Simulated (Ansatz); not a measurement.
Geometry relaxation of BN (part 2 of 2)

BN (4 atoms in the cell); DFT PBE+D3(BJ), scalar-relativistic, plane waves, PAW, no spin polarisation (Ansatz 0.2.0); cutoff 420 eV, 12×12×4 k-mesh, Gaussian smearing of 0.02 eV. The structure derives from an entry of the Crystallography Open Database.

Geometry of the input (Å; fractional positions):
```
2.4982  0.0000  0.0000
-1.2491  2.1635  0.0000
0.0000  0.0000  6.6357
B  0.3333  0.6667  0.2500
B  0.6667  0.3333  0.7500
N  0.3333  0.6667  0.7500
N  0.6667  0.3333  0.2500
```

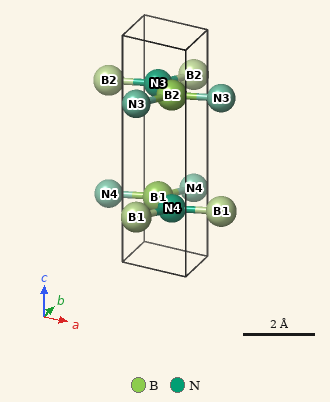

The geometry at step 2 of the log (ball-and-stick view of the cell of the calculation, seen slightly off an axis; neighbours outside the cell are drawn fainter; atoms are numbered from 1 in the order of the input).

## Log, continued
```
SCF iter   1: F=—  HF=-1085.372240 eV  |F-HF|=—  |Δ(HF+E_count)|=         —  Δρ=4.91e-5  dr2=1.20e-7  ethr=1.27e-7  ⟨swp⟩=3.1  Hψ=6048  notcnv=0
preconditioner: auto → none  [insulator: Δε(μ)=4.274 eV  Ē_g=15.824 eV  σ=0.020 eV  W_gap=1.00  n_scr=4 (ndim 8)  ℏωp=24.8 eV  f_vac=0.019  D(μ)=0.00/eV (n_scr^D=0)  ε∞_Penn≈3.4]
SCF iter   2: F=—  HF=-1085.372237 eV  |F-HF|=—  |Δ(HF+E_count)|=   3.02e-6  Δρ=2.44e-5  dr2=2.95e-8  ethr=7.50e-10  ⟨swp⟩=2.4  Hψ=1061  notcnv=0
SCF iter   3: F=—  HF=-1085.372238 eV  |F-HF|=—  |Δ(HF+E_count)|=   1.37e-6  Δρ=3.30e-6  dr2=2.92e-9  ethr=1.84e-10  ⟨swp⟩=2.5  Hψ=1243  notcnv=0
SCF iter   4: F=—  HF=-1085.372238 eV  |F-HF|=—  |Δ(HF+E_count)|=  6.80e-10  Δρ=6.03e-7  dr2=6.61e-11  ethr=1.83e-11  ⟨swp⟩=2.0  Hψ=1075  notcnv=0
SCF iter   5: F=-1085.372238 eV  HF=-1085.372238 eV  |F-HF|=1.14e-12  |Δ(HF+E_count)|=  3.41e-11  Δρ=1.02e-7  dr2=1.94e-12  ethr=1.00e-12  ⟨swp⟩=5.6  Hψ=2859  notcnv=0
SCF 4 converged in 5 iterations: F = -1085.372238 eV  dr2 = 1.94e-12
relax step   4: F+E_penalty+E_count = -1085.37223797 eV  Δ(F+E_penalty+E_count) = -3.621e-4 eV  max|allowed force component| = 4.279e-17 eV/Å  Δτ_max = 0.0000 Å  P = +0.033 GPa  Ω = 35.992 Å³  stress off target by 5.77e-2 GPa  SCF on the basis re-selected at this cell (its energy is not comparable with the rows above)  (5 SCF iters)
basis re-selected at this cell: Δ(F+E_penalty+E_count) = -3.621e-4 eV, ΔP = +0.019 GPa vs the last step (what re-selecting the basis moved, of the pressure what is left beyond the Pulay correction that the steps carried, after the strain that the cell walked since its last selection, with what the two solves' SCF thresholds leave and, on support functions, any second-order correction that the steps lacked; it is no measure of the basis error at this ecutwfc). This SCF's stress stands 5.77e-2 GPa from its target on what of the cell is left free (relax.cell.stress_tol is 5.00e-2 GPa) and its largest allowed force component is 4.28e-17 eV/Å (relax.f_tol is 5.00e-3 eV/Å): not within both, so this SCF does not close the relaxation
Crystal: 4 atoms, lattice volume = 35.984 Å³
iter 1 solved again at ethr=1.72e-9 eV; its pass at ethr=3.10e-3 eV (dr2=2.76e-7 eV) is discarded
SCF iter   1: F=—  HF=-1085.372282 eV  |F-HF|=—  |Δ(HF+E_count)|=         —  Δρ=3.11e-5  dr2=1.96e-7  ethr=1.72e-9  ⟨swp⟩=2.7  Hψ=5343  notcnv=0
preconditioner: auto → none  [insulator: Δε(μ)=4.274 eV  Ē_g=15.823 eV  σ=0.020 eV  W_gap=1.00  n_scr=4 (ndim 8)  ℏωp=24.8 eV  f_vac=0.019  D(μ)=0.00/eV (n_scr^D=0)  ε∞_Penn≈3.4]
SCF iter   2: F=—  HF=-1085.372275 eV  |F-HF|=—  |Δ(HF+E_count)|=   6.85e-6  Δρ=1.66e-5  dr2=4.95e-8  ethr=1.22e-9  ⟨swp⟩=1.8  Hψ=847  notcnv=0
SCF iter   3: F=—  HF=-1085.372275 eV  |F-HF|=—  |Δ(HF+E_count)|=   4.62e-8  Δρ=7.04e-6  dr2=1.48e-8  ethr=3.09e-10  ⟨swp⟩=2.3  Hψ=1140  notcnv=0
SCF iter   4: F=-1085.372275 eV  HF=-1085.372275 eV  |F-HF|=2.46e-11  |Δ(HF+E_count)|=   4.15e-9  Δρ=9.02e-7  dr2=1.32e-10  ethr=5.19e-11  ⟨swp⟩=6.9  Hψ=3409  notcnv=0
SCF 5 converged in 4 iterations: F = -1085.372275 eV  dr2 = 1.32e-10
relax step   5: F+E_penalty+E_count = -1085.37227512 eV  Δ(F+E_penalty+E_count) = -3.714e-5 eV  max|allowed force component| = 1.978e-15 eV/Å  Δτ_max = 0.0000 Å  P = -0.001 GPa  Ω = 35.984 Å³  energy of the carried Pulay correction = +3.581e-5 eV  (4 SCF iters, dr2 threshold 8.31e-9 eV, accepted)
iter 1 solved again at ethr=1.25e-7 eV; its pass at ethr=3.10e-3 eV (dr2=1.99e-5 eV) is discarded
SCF iter   1: F=—  HF=-1085.372262 eV  |F-HF|=—  |Δ(HF+E_count)|=         —  Δρ=2.69e-6  dr2=4.10e-10  ethr=1.25e-7  ⟨swp⟩=3.2  Hψ=6054  notcnv=0
eigensolver tolerance schedule: the retry pair's looser diagonalisation over-reported the residual by 48686.92 of it (diagonalisation noise at an unbounded share of the residual, at the tolerance the schedule requests for it); recorded, not acted on — ethr = c·dr2/N_el stays at c = 1.0e-1
SCF iter   2: F=—  HF=-1085.372255 eV  |F-HF|=—  |Δ(HF+E_count)|=   7.05e-6  Δρ=1.47e-6  dr2=1.54e-10  ethr=2.56e-12  ⟨swp⟩=3.0  Hψ=1440  notcnv=0
SCF iter   3: F=-1085.372255 eV  HF=-1085.372255 eV  |F-HF|=3.34e-10  |Δ(HF+E_count)|=   1.31e-9  Δρ=6.68e-7  dr2=3.36e-11  ethr=1.00e-12  ⟨swp⟩=4.2  Hψ=3397  notcnv=0
SCF 6 converged in 3 iterations: F = -1085.372255 eV  dr2 = 3.36e-11
relax step   6: F+E_penalty+E_count = -1085.37225541 eV  Δ(F+E_penalty+E_count) = +1.971e-5 eV  max|allowed force component| = 1.611e-15 eV/Å  Δτ_max = 0.0000 Å  P = -0.002 GPa  Ω = 35.984 Å³  stress off target by 5.16e-3 GPa  SCF on the basis re-selected at this cell (its energy is not comparable with the rows above)  (3 SCF iters)
basis re-selected at this cell: Δ(F+E_penalty+E_count) = +1.971e-5 eV, ΔP = -0.001 GPa vs the last step (what re-selecting the basis moved, of the pressure what is left beyond the Pulay correction that the steps carried, after the strain that the cell walked since its last selection, with what the two solves' SCF thresholds leave and, on support functions, any second-order correction that the steps lacked; it is no measure of the basis error at this ecutwfc). This SCF's stress stands 5.16e-3 GPa from its target on what of the cell is left free (relax.cell.stress_tol is 5.00e-2 GPa) and its largest allowed force component is 1.61e-15 eV/Å (relax.f_tol is 5.00e-3 eV/Å): within both
SCF converged after 3 iterations
Free energy (F): -1085.372255 eV
Harris-Foulkes:  -1085.372255 eV  (|F-HF|=3.34e-10)
Internal energy: -1085.372255 eV  (E = F + TS)
E sigma→0 (E₀):  -1085.372255 eV
Fermi energy:    6.905746 eV
--- Per-component energies (eV) ---
  E_band       = -37.444568
  E_kinetic    = 366.656036
  E_local      = -688.571494  (includes V_loc(G=0)·N_el)
  E_nonlocal   = 115.602308
  E_hartree    = 221.652729
  E_xc         = -184.395222
  E_vxc        = -228.775823  (∫ρ·V_xc dr)
  E_paw        = -413.613785  (= ΣΔE_a)
  E_vpaw       = -45.661355  (= ΣTr[D̂ρ^β])
  E_aug_tail   = 0.000205  (compensation charges beyond the density's cutoff)
  E_ewald      = -502.136727
  E_disp       = -0.566306  (pairwise vdW)
  E_smearing   = -0.000000  (= −TS)
  E_closure    = 0.000000  (closes the sum)
  Σ components = -1085.372255   (vs F -1085.372255, Δ=0.00e0)
--- Forces (eV/Å), atoms counted from 1 ---
  atom   1  B     -0.00000000     0.00000000    -0.00000000
  atom   2  B      0.00000000    -0.00000000     0.00000000
  atom   3  N      0.00000000     0.00000000    -0.00000000
  atom   4  N      0.00000000    -0.00000000     0.00000000
  max |Σ_I F_I| component: 6.94e-17 eV/Å
--- Stress (GPa, compression-positive) ---
       -0.000700       0.000000       0.000000
        0.000000      -0.000700      -0.000000
        0.000000      -0.000000      -0.005160
  P = ⅓ Tr σ = -0.0022 GPa (-0.022 kbar)
--- Band table (eV; the first three rows and the last of 57) ---
  k-point 0: bands = ["-13.0132", "-12.7097", "-1.4465", "0.7208", "3.4368", "3.4368", "3.4745", "3.4745", "10.0570", "15.1212", "16.3187", "16.3187"]
  k-point 1: bands = ["-12.9711", "-12.7567", "-1.1826", "0.3281", "3.4426", "3.4426", "3.4698", "3.4698", "10.7634", "14.2318", "16.3373", "16.3373"]
  k-point 2: bands = ["-12.8664", "-12.8664", "-0.4882", "-0.4882", "3.4559", "3.4559", "3.4559", "3.4559", "12.4378", "12.4378", "16.3817", "16.3817"]
  k-point 56: bands = ["-9.2050", "-9.2050", "-3.1062", "-3.1062", "-2.3768", "-2.3768", "4.7689", "4.7689", "9.4065", "9.4065", "16.7805", "16.7805"]
--- Relaxed structure (4 steps of the walk, 4 accepted, 2 SCFs on fresh bases) ---
  F+E_penalty+E_count = -1085.37225541 eV   max|allowed force component| = 1.611e-15 eV/Å   (the final SCF, on the basis selected at the relaxed cell)
  cell:  # Å, volume = 35.9843 Å³
    - [2.5064254170350813, -4.863230175778154e-34, 1.9452920703112615e-34]
    - [-1.2532127085175406, 2.1706280838433862, 9.993505350116386e-22]
    - [5.166987395453031e-34, 3.0650658070047616e-21, 6.614123951145902]
  atoms:
    - { symbol: B, position: [0.33333333333333337, 0.6666666666666667, 0.25000000000000006] }
    - { symbol: B, position: [0.6666666666666667, 0.33333333333333337, 0.7500000000000001] }
    - { symbol: N, position: [0.33333333333333337, 0.6666666666666667, 0.7500000000000001] }
    - { symbol: N, position: [0.6666666666666667, 0.33333333333333337, 0.25000000000000006] }
```

## Trajectory as extended XYZ (Å, eV, eV/Å), 6 frames, from step=1 to step=6
```
4
Lattice="2.4982 0.0000 0.0000 -1.2491 2.1635 0.0000 0.0000 0.0000 6.6357" Properties=species:S:1:pos:R:3:forces:R:3 step=1 energy=-1085.36963 pressure_GPa=2.35
B     0.0000    1.4424    1.6589    0.0000   0.0000   0.0000
B     1.2491    0.7212    4.9768    0.0000   0.0000   0.0000
N     0.0000    1.4424    4.9768    0.0000   0.0000   0.0000
N     1.2491    0.7212    1.6589    0.0000   0.0000   0.0000
4
Lattice="2.5034 0.0000 0.0000 -1.2517 2.1680 0.0000 0.0000 0.0000 6.6206" Properties=species:S:1:pos:R:3:forces:R:3 step=2 energy=-1085.37173 pressure_GPa=0.85
B     0.0000    1.4453    1.6552    0.0000   0.0000   0.0000
B     1.2517    0.7227    4.9655    0.0000   0.0000   0.0000
N     0.0000    1.4453    4.9655    0.0000   0.0000   0.0000
N     1.2517    0.7227    1.6552    0.0000   0.0000   0.0000
4
Lattice="2.5063 0.0000 0.0000 -1.2531 2.1705 0.0000 0.0000 0.0000 6.6163" Properties=species:S:1:pos:R:3:forces:R:3 step=3 energy=-1085.37188 pressure_GPa=0.01
B     0.0000    1.4470    1.6541    0.0000   0.0000   0.0000
B     1.2531    0.7235    4.9622    0.0000   0.0000   0.0000
N     0.0000    1.4470    4.9622    0.0000   0.0000   0.0000
N     1.2531    0.7235    1.6541    0.0000   0.0000   0.0000
4
Lattice="2.5063 0.0000 0.0000 -1.2531 2.1705 0.0000 0.0000 0.0000 6.6163" Properties=species:S:1:pos:R:3:forces:R:3 step=4 energy=-1085.37224 pressure_GPa=0.03
B     0.0000    1.4470    1.6541    0.0000   0.0000   0.0000
B     1.2531    0.7235    4.9622    0.0000   0.0000   0.0000
N     0.0000    1.4470    4.9622    0.0000   0.0000   0.0000
N     1.2531    0.7235    1.6541    0.0000   0.0000   0.0000
4
Lattice="2.5064 0.0000 0.0000 -1.2532 2.1706 0.0000 0.0000 0.0000 6.6141" Properties=species:S:1:pos:R:3:forces:R:3 step=5 energy=-1085.37227 pressure_GPa=-0.00
B     0.0000    1.4471    1.6535    0.0000   0.0000   0.0000
B     1.2532    0.7235    4.9606    0.0000   0.0000   0.0000
N     0.0000    1.4471    4.9606    0.0000   0.0000   0.0000
N     1.2532    0.7235    1.6535    0.0000   0.0000   0.0000
4
Lattice="2.5064 0.0000 0.0000 -1.2532 2.1706 0.0000 0.0000 0.0000 6.6141" Properties=species:S:1:pos:R:3:forces:R:3 step=6 energy=-1085.37225 pressure_GPa=-0.00
B     0.0000    1.4471    1.6535    0.0000   0.0000   0.0000
B     1.2532    0.7235    4.9606    0.0000   0.0000   0.0000
N     0.0000    1.4471    4.9606    0.0000   0.0000   0.0000
N     1.2532    0.7235    1.6535    0.0000   0.0000   0.0000
```

## Results in brief

```json
{"quantity": "outcome", "value": "converged"}
{"quantity": "space group (tolerance 0.01 Å)", "value": "P6₃/mmc (194)"}
{"quantity": "electrons treated", "value": "16"}
{"quantity": "free energy", "value": "−1085.3723 eV"}
{"quantity": "Fermi energy", "value": "6.906 eV"}
{"quantity": "gap on the k-point mesh", "value": "4.27 eV"}
{"quantity": "pressure", "value": "0.00 GPa"}
{"quantity": "final volume", "value": "35.98 Å³"}
{"quantity": "largest force (length of the vector) at the end", "value": "under 0.001 eV/Å"}
{"quantity": "final cell", "value": "a = 2.506 Å, b = 2.506 Å, c = 6.614 Å, α = 90.00°, β = 90.00°, γ = 120.00°"}
{"quantity": "hardware", "value": "2 threads of AMD EPYC (Zen 3), 189 GiB of memory available, shared host"}
{"quantity": "wall time", "value": "16 s (CPU time 22 s)"}
{"quantity": "peak memory", "value": "0.35 GiB"}
```
